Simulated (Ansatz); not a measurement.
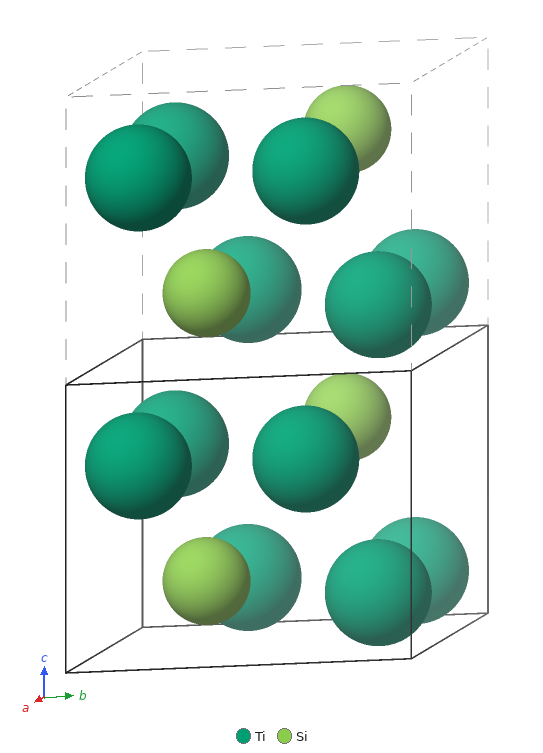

Structure drawing (spheres-only), viewed slightly off an axis. Solid lines give the conventional unit cell, repeated here 1×1×2 times. Cell: a = 5.629 Å, b = 5.629 Å, c = 4.504 Å, α = 90.00°, β = 90.00°, γ = 120.00°.

The material is Ti3Si. The structure has P6_3mc (No. 186) symmetry and a primitive hexagonal lattice. Counting shared atoms by their share gives 6 Ti, 2 Si, or 8 atoms.

The structure was taken from a structure listed in the Materials Project. The cell was then strained or its atoms displaced on purpose. An electronic-structure calculation with Ansatz was run on it.

At this level of theory the run's own cell isn't at rest (forces up to 2.8 eV/Å), so its distances can differ from those at equilibrium, the more so the softer the solid.
